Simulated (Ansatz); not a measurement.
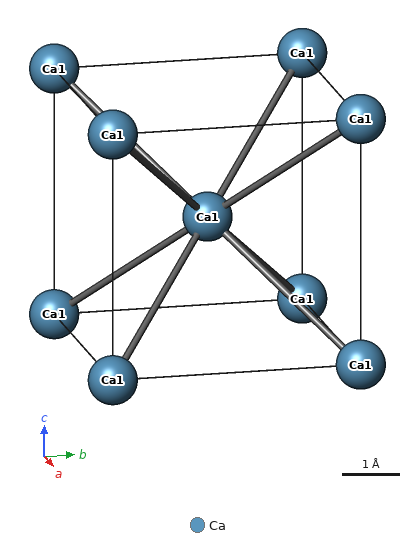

The input geometry (ball-and-stick view of the cell 2 times as large as that of the calculation, set on its symmetry axes, seen slightly off an axis; atoms are numbered from 1 in the order of the input). An atom can appear more than once, as a periodic image.

## Band-structure calculation, with input and output: Ca

Ca (Im-3m, 1 atom in the cell), computed with DFT, LDA, PAW with Ansatz's default frozen-core files, scalar-relativistic, no spin polarisation (Ansatz 0.2.0).

The structure derives from an entry of the Crystallography Open Database. It belongs to a series of runs on one base structure; here: functional lda, PAW files. Figures and captions count atoms from 1; the log counts them from 0 in places.

**Output**
```
Engine: ansatz 0.2.0, aarch64-unknown-linux-gnu
Pseudopotentials: kind: paw
Pseudopotential: Ca, paw, valence charge 10, recommended cutoff 420 eV (normal), Ca.paw.azcp
Functional definition: SPW92
  exchange = slater_x
  correlation = pw_c
Crystal: 1 atoms, lattice volume = 44.958 Å³
Basis set: ecut = 420 eV, 935 PW (Γ)
Bands: 9, of which v1, the nominal top of the filled ones, is band 5 counted from 1 (4 counted from 0)
Symmetry: 48 space group operations
Space group: Im-3m (ITA 229), of the structure as read, at distance tolerance 3.6e-5 Å
k-points: 47 of 1000
Non-local potential: Ca, projectors of the file, l = 0: 3, l = 1: 2, l = 2: 2
PAW form: soft (Blöchl's): semilocal exchange-correlation on the pseudo side does not see the compensation charge
PAW frozen core: Ca, regenerated for the run's functional, and the local potential with it (the file was generated under x = pbe(κ = 0.804, μ = 0.2195149727645171), c = pbe(β = 0.06672455060314922))
PAW one-centre angular grid: Ca, 110 points (default); XC on 64 Gauss nodes
Initial density: superposition of atomic densities (neutral atoms: chi_scale 0, normalization atom), corrected by the library's trained network
Initial wavefunctions: pseudopotential atomic-orbital guess
Functional: x = slater, c = lda
SCF iter   1: F=—  HF=-1772.534879 eV  |F-HF|=—  |Δ(HF+E_count)|=         —  Δρ=3.70e-3  dr2=3.14e-3  ethr=1.77e-3  ⟨swp⟩=5.9  Hψ=3470  notcnv=0
preconditioner: auto → Kerker (q_TF=auto, 2.124 Å⁻¹)  [metal: Δε(μ)=0.003 eV  Ē_g=3.353 eV  σ=0.050 eV  W_gap=0.01  n_scr=12 (ndim 8)  ℏωp=7.8 eV  f_vac=0.000  D(μ)=1.73/eV (n_scr^D=12)]
SCF iter   2: F=—  HF=-1772.534667 eV  |F-HF|=—  |Δ(HF+E_count)|=   2.12e-4  Δρ=1.99e-3  dr2=8.19e-4  ethr=3.14e-5  ⟨swp⟩=2.4  Hψ=1005  notcnv=0
SCF iter   3: F=—  HF=-1772.534754 eV  |F-HF|=—  |Δ(HF+E_count)|=   8.78e-5  Δρ=3.10e-4  dr2=3.33e-5  ethr=8.19e-6  ⟨swp⟩=2.5  Hψ=677  notcnv=0
SCF iter   4: F=—  HF=-1772.534774 eV  |F-HF|=—  |Δ(HF+E_count)|=   1.98e-5  Δρ=6.01e-5  dr2=2.97e-6  ethr=3.33e-7  ⟨swp⟩=1.1  Hψ=434  notcnv=0
iter 5 did not close the SCF: its close was put off for the readings that it lacked (scf_convergence_deferred on its scf_iter line)
SCF iter   5: F=-1772.534774 eV  HF=-1772.534774 eV  |F-HF|=3.30e-8  |Δ(HF+E_count)|=   4.44e-7  Δρ=1.25e-5  dr2=3.22e-8  ethr=2.97e-8  ⟨swp⟩=2.6  Hψ=642  notcnv=0
SCF iter   6: F=-1772.534774 eV  HF=-1772.534774 eV  |F-HF|=4.80e-10  |Δ(HF+E_count)|=   3.41e-8  Δρ=1.65e-6  dr2=1.16e-9  ethr=3.22e-10  ⟨swp⟩=5.0  Hψ=2065  notcnv=0
SCF 1 converged in 6 iterations: F = -1772.534774 eV  dr2 = 1.16e-9
  greatest PAW one-centre occupation: 0.996 electrons in one spin orbital (limit 2), on the Ca atom at site 0 (counted from 0), in its partial waves of l = 0
```

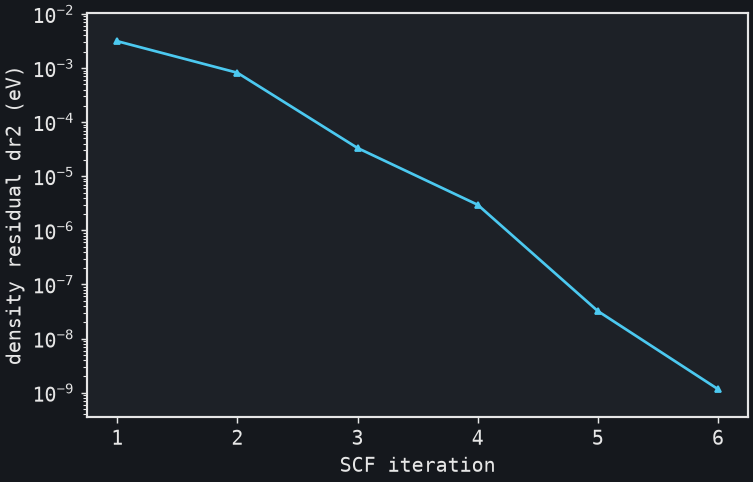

Convergence of the self-consistent field: density residual dr2 against the SCF iteration. The residual falls at every step.

```
NSCF: frozen V_eff on 36 k-points
SCF converged after 6 iterations
Free energy (F): -1772.534774 eV
Harris-Foulkes:  -1772.534774 eV  (|F-HF|=4.80e-10)
Internal energy: -1772.520831 eV  (E = F + TS)
E sigma→0 (E₀):  -1772.527803 eV
Entropy (-TS):   -0.013942 eV (-13.942 meV/atom)
Fermi energy:    4.377359 eV
--- Per-component energies (eV) ---
  E_band       = -181.165005
  E_kinetic    = 274.261042
  E_local      = -870.536781  (includes V_loc(G=0)·N_el)
  E_nonlocal   = 67.018801
  E_hartree    = 290.688094
  E_xc         = -133.261853
  E_vxc        = -167.438995  (∫ρ·V_xc dr)
  E_paw        = -816.110890  (= ΣΔE_a)
  E_vpaw       = -65.844750  (= ΣTr[D̂ρ^β])
  E_aug_tail   = -0.000005  (compensation charges beyond the density's cutoff)
  E_ewald      = -584.862405
  E_core_change = 0.283166  (= ΣΔE_core)
  E_smearing   = -0.013942  (= −TS)
  E_closure    = 0.000000  (closes the sum)
  Σ components = -1772.534774   (vs F -1772.534774, Δ=0.00e0)
--- Forces (eV/Å), atoms counted from 1 ---
  atom   1  Ca     0.00000000    -0.00000000    -0.00000000
  max |Σ_I F_I| component: 6.90e-31 eV/Å
--- Stress (GPa, compression-positive) ---
       -2.478071       0.000000      -0.000000
        0.000000      -2.478071       0.000000
       -0.000000       0.000000      -2.478071
  P = ⅓ Tr σ = -2.4781 GPa (-24.781 kbar)
--- PAW observables at the nuclei: V_zz in 10²¹ V/m², potentials from the cell's mean, atoms counted from 1 ---
  atom   1  Ca V_zz =    -0.000000   η = 0.0000   by run symmetry: forbidden
            electrostatic potential = -2208.939504 V   contact ρ = 40975.718224 e/Å³
--- Band table (eV; the first three rows and the last of 47) ---
  k-point 0: bands = ["-37.4952", "-18.6552", "-18.6552", "-18.6552", "0.4110", "6.4302", "6.4302", "6.4302", "7.4261"]
  k-point 1: bands = ["-37.4941", "-18.6663", "-18.6590", "-18.6551", "0.5827", "6.3323", "6.3650", "6.5561", "7.3198"]
  k-point 2: bands = ["-37.4912", "-18.6953", "-18.6688", "-18.6551", "1.0819", "6.0499", "6.0947", "6.9195", "7.2295"]
  k-point 46: bands = ["-37.4746", "-18.7390", "-18.7390", "-18.7390", "4.4386", "4.4386", "8.0244", "8.0244", "8.0244"]
```

**File bands.tsv**
```
# k_distance	band_0	band_1	band_2	band_3	band_4	band_5	band_6	band_7	band_8
# fermi_ev = 4.377359
# lock_threshold_ev = 1e-6
# [0, 0, 0] at k_distance = 0.000000
# [0.5, -0.5, 0.5] at k_distance = 1.402497
# [0, 0, 0.5] at k_distance = 2.394212
# [0, 0, 0] at k_distance = 3.385927
# [0.25, 0.25, 0.25] at k_distance = 4.600524
# [0.5, -0.5, 0.5] at k_distance = 5.815122
# [0.25, 0.25, 0.25] at k_distance = 7.029720
# [0, 0, 0.5] at k_distance = 7.730968
# levels_relative_to = fermi_ev
# free_energy_ev = -1772.534774
# largest_residual_norms_ev = 1.142e-3 1.195e-3 1.109e-3 1.188e-3 1.056e-3 1.283e-3 1.403e-3 8.626e-4 1.655e-3
0.000000	-41.872543	-23.032545	-23.032545	-23.032545	-3.966400	2.052800	2.052800	2.052800	3.048769
0.280499	-41.870348	-23.046588	-23.040133	-23.040133	-3.625053	1.972446	1.972446	2.196254	2.670501
0.560999	-41.864825	-23.077200	-23.060423	-23.060423	-2.660346	1.799502	1.897137	1.897137	2.589801
0.841498	-41.858449	-23.102989	-23.086331	-23.086331	-1.290743	0.902648	2.088468	2.088468	2.965502
1.121997	-41.853657	-23.114286	-23.107951	-23.107951	-0.172766	0.280145	2.684092	2.684092	2.940058
1.402497	-41.851913	-23.116362	-23.116362	-23.116362	0.061221	0.061221	3.647012	3.647012	3.647012
1.600840	-41.852773	-23.119324	-23.112133	-23.108433	0.040871	0.113871	2.697127	2.888256	3.643393
1.799183	-41.855023	-23.127070	-23.101039	-23.087565	-0.000628	0.081036	1.998601	2.187446	3.595680
1.997526	-41.857804	-23.136628	-23.087278	-23.061553	-0.330819	-0.030686	1.647351	2.123785	3.475661
2.195869	-41.860052	-23.144347	-23.076107	-23.040328	-0.765545	-0.039134	1.306309	2.643281	3.341603
2.394212	-41.860910	-23.147294	-23.071832	-23.032179	-0.930859	-0.038705	1.189671	2.930953	3.283416
2.592555	-41.862023	-23.136515	-23.068099	-23.032212	-1.590026	0.470854	1.259926	2.953860	3.237688
2.790898	-41.864933	-23.108120	-23.058307	-23.032300	-2.521657	1.116666	1.453849	2.912246	3.089728
2.989241	-41.868527	-23.072664	-23.046166	-23.032412	-3.295431	1.672525	1.717329	2.542142	2.852166
3.187584	-41.871433	-23.043685	-23.036314	-23.032507	-3.794637	1.954906	1.987644	2.178767	2.942464
3.385927	-41.872543	-23.032545	-23.032545	-23.032545	-3.966400	2.052800	2.052800	2.052800	3.048769
3.628846	-41.870914	-23.050448	-23.034517	-23.034517	-3.709759	1.910751	1.910751	2.266603	2.987848
3.871766	-41.867011	-23.089758	-23.041024	-23.041024	-2.974061	1.471201	1.471201	2.861269	3.012646
4.114685	-41.863032	-23.119654	-23.052982	-23.052982	-1.859192	0.951664	0.951664	3.152465	3.152465
4.357605	-41.860747	-23.118102	-23.069814	-23.069814	-0.573043	0.547544	0.547544	3.276090	3.276090
4.600524	-41.860254	-23.088480	-23.088480	-23.088480	0.299614	0.299614	0.299614	3.146020	3.322573
4.843444	-41.860138	-23.104478	-23.104478	-23.056172	0.182287	0.182287	0.298462	3.260368	3.260368
5.086364	-41.858841	-23.114318	-23.114318	-23.047921	0.148781	0.148781	0.392083	3.084742	3.084742
5.329283	-41.856085	-23.117613	-23.117613	-23.069553	0.132501	0.132501	1.055609	2.987074	2.987074
5.572203	-41.853167	-23.117086	-23.117086	-23.101536	0.089468	0.089468	2.276082	3.191671	3.191671
5.815122	-41.851913	-23.116362	-23.116362	-23.116362	0.061221	0.061221	3.647012	3.647012	3.647012
6.058042	-41.853167	-23.117086	-23.117086	-23.101536	0.089468	0.089468	2.276082	3.191671	3.191671
6.300961	-41.856085	-23.117613	-23.117613	-23.069553	0.132501	0.132501	1.055609	2.987074	2.987074
6.543881	-41.858841	-23.114318	-23.114318	-23.047921	0.148781	0.148781	0.392083	3.084742	3.084742
6.786800	-41.860138	-23.104478	-23.104478	-23.056172	0.182287	0.182287	0.298462	3.260368	3.260368
7.029720	-41.860254	-23.088480	-23.088480	-23.088480	0.299614	0.299614	0.299614	3.146020	3.322573
7.169970	-41.860317	-23.106392	-23.086894	-23.070808	0.121955	0.149121	0.498406	3.256858	3.318797
7.310219	-41.860481	-23.122753	-23.082738	-23.055076	-0.249761	0.049634	0.728268	3.158715	3.308949
7.450469	-41.860684	-23.135873	-23.077593	-23.042732	-0.606355	-0.006410	0.954165	3.044136	3.296848
7.590719	-41.860848	-23.144359	-23.073425	-23.034874	-0.846950	-0.031860	1.125106	2.960901	3.287119
7.730968	-41.860910	-23.147294	-23.071832	-23.032179	-0.930859	-0.038705	1.189671	2.930953	3.283416
```

**File rho_z.tsv**
```
# z_ang	rho[e/angstrom^3]
# format = ansatz-planar-average/11
# lattice	-2.240000000	2.240000000	2.240000000
# lattice	2.240000000	-2.240000000	2.240000000
# lattice	2.240000000	2.240000000	-2.240000000
# sites	1
# site	20	0.000000000	0.000000000	0.000000000
0.000000	5.981102e-1
0.143696	5.772513e-1
0.287392	5.175627e-1
0.431088	4.288374e-1
0.574784	3.279060e-1
0.718480	2.337002e-1
0.862176	1.596487e-1
1.005872	1.096431e-1
1.149569	7.994424e-2
1.293265	6.389802e-2
1.436961	5.564919e-2
1.580657	5.150179e-2
1.724353	4.951237e-2
1.868049	4.871277e-2
2.011745	4.871277e-2
2.155441	4.951237e-2
2.299137	5.150179e-2
2.442833	5.564919e-2
2.586529	6.389802e-2
2.730225	7.994424e-2
2.873921	1.096431e-1
3.017617	1.596487e-1
3.161313	2.337002e-1
3.305010	3.279060e-1
3.448706	4.288374e-1
3.592402	5.175627e-1
3.736098	5.772513e-1
```

**File v_z.tsv**
```
# z_ang	v_es[eV]	v_tot[eV]
# format = ansatz-planar-average/11
# xc	lda
# density_cutoff_ev	1680
# datasets	Ca=:simpson_from_first_knot:soft:shift=-1046839
# lattice	-2.240000000	2.240000000	2.240000000
# lattice	2.240000000	-2.240000000	2.240000000
# lattice	2.240000000	2.240000000	-2.240000000
# sites	1
# site	20	0.000000000	0.000000000	0.000000000
0.000000	-4.399176e0	-1.413325e1
0.143696	-4.139293e0	-1.379923e1
0.287392	-3.392298e0	-1.283753e1
0.431088	-2.253021e0	-1.136501e1
0.574784	-8.648793e-1	-9.558348e0
0.718480	6.013655e-1	-7.628684e0
0.862176	1.986935e0	-5.777987e0
1.005872	3.181703e0	-4.157136e0
1.149569	4.133623e0	-2.849010e0
1.293265	4.839861e0	-1.871348e0
1.436961	5.354544e0	-1.168718e0
1.580657	5.727517e0	-6.782099e-1
1.724353	5.972686e0	-3.680105e-1
1.868049	6.094227e0	-2.183203e-1
2.011745	6.094227e0	-2.183203e-1
2.155441	5.972686e0	-3.680105e-1
2.299137	5.727517e0	-6.782099e-1
2.442833	5.354544e0	-1.168718e0
2.586529	4.839861e0	-1.871348e0
2.730225	4.133623e0	-2.849010e0
2.873921	3.181703e0	-4.157136e0
3.017617	1.986935e0	-5.777987e0
3.161313	6.013655e-1	-7.628684e0
3.305010	-8.648793e-1	-9.558348e0
3.448706	-2.253021e0	-1.136501e1
3.592402	-3.392298e0	-1.283753e1
3.736098	-4.139293e0	-1.379923e1
```

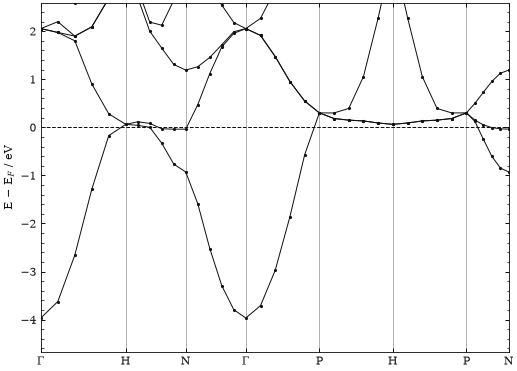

Band structure along Γ–H–N–Γ–P–H–P–N, with energies from the Fermi level. Bands cross the Fermi level: a metal at this level of theory.

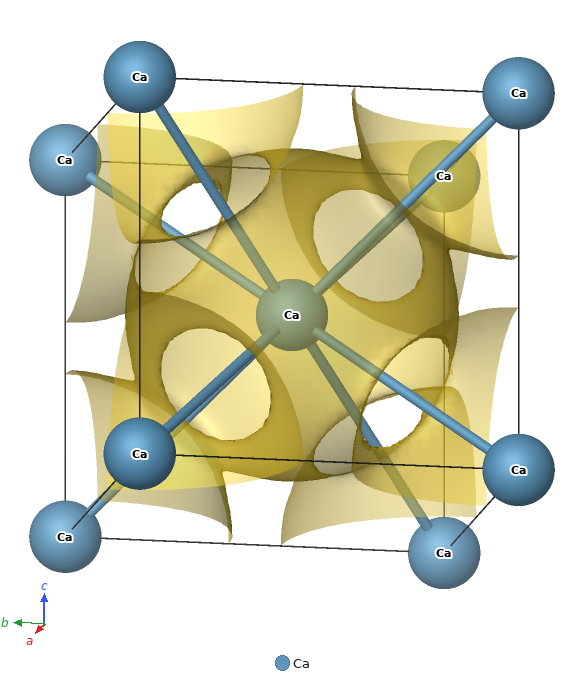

Isosurface of the ELF at 0.45 (yellow), seen at an oblique angle. Only the valence region is drawn (cores and ρ < 0.01 e/Å³ removed). Sticks mark near contacts. The outline is the cell set on symmetry axes. The ELF exceeds this value in one network that runs through the whole crystal, counted in one cell of 2 atoms. Along the contacts the grid gives the following. Ca–Ca (3.88 Å): the ELF is about 0.30 at the midpoint; no shared electron pair. The fields are those of the smooth PAW valence density.

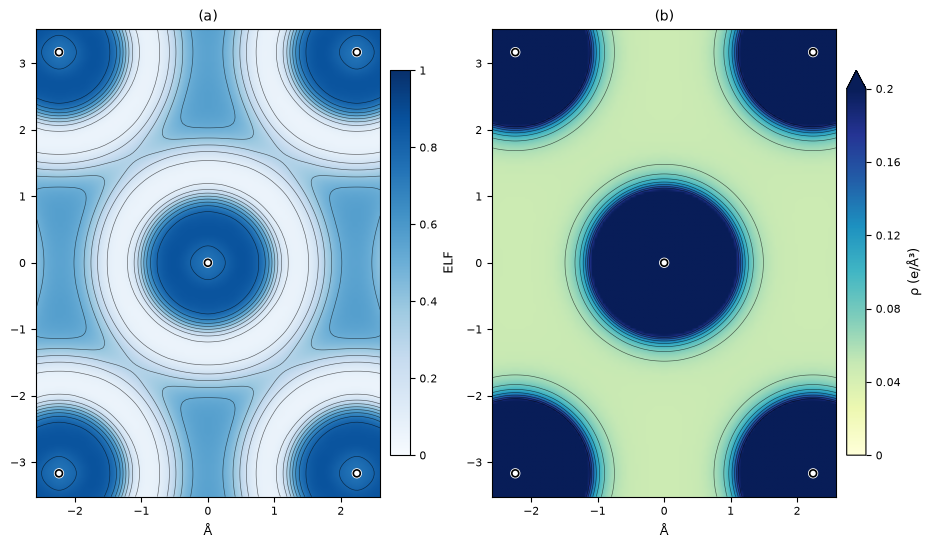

(a) ELF; (b) valence pseudo-density on the (101) plane of the conventional cell. Circles mark the nuclei in the plane (Ca). Atoms in the plane: Ca. Ca–Ca (3.88 Å): ρ is about 0.05 e/Å³ halfway; the ELF is about 0.30 at the midpoint (no shared electron pair). Away from the nuclei the density in this plane falls to 0.05 e/Å³ at its lowest. The ELF has a maximum of about 0.55 in the space between the atoms. The strong features right at Ca lie inside the PAW spheres (semicore, d or f shells) and say nothing about bonding.

The run was set up as follows.

**The input**
```yaml
crystal:
  lattice:
    - [-2.24, 2.24, 2.24]
    - [2.24, -2.24, 2.24]
    - [2.24, 2.24, -2.24]
  atoms:
    - { symbol: Ca, position: [0.0, 0.0, 0.0] }
kpoints:
  mp_grid: { grid: [10, 10, 10] }
  band_path:
    path:
      - [0.0, 0.0, 0.0]
      - [0.5, -0.5, 0.5]
      - [0.0, 0.0, 0.5]
      - [0.0, 0.0, 0.0]
      - [0.25, 0.25, 0.25]
      - [0.5, -0.5, 0.5]
      - [0.25, 0.25, 0.25]
      - [0.0, 0.0, 0.5]
    npoints: 5
scf:
  occupations: { method: fermi_dirac, width: 0.05 }
hamiltonian:
  xc: lda
  pseudopotentials: { kind: paw }
output:
  forces: true
  stress: true
  eigenvalues: true
  efg: { contact_densities: true }
  write_density: true
  write_potential: true
  elf: true
  volumetric_format: npy
```

Run as:
```bash
ansatz run input.yaml --threads 1 --pin off --max-ram 2048MiB --backend cpu --events-out ev --progress --plain --runs-dir out
```

**Key numbers**

| quantity | value |
| --- | --- |
| outcome | converged |
| space group (tolerance 0.01 Å) | Im-3m (229) |
| electrons treated | 10 |
| free energy | −1772.5348 eV |
| Fermi energy | 4.377 eV |
| pressure | −2.48 GPa |
| field gradient V_zz (10²¹ V/m²) | zero at all sites |
| electronic character | metal |
| largest force (length of the vector) | under 0.001 eV/Å |
| hardware | 1 thread of Arm Neoverse V1, 112 GiB of memory available, shared host |
| wall time | 2.6 s |
| peak memory | 0.29 GiB |
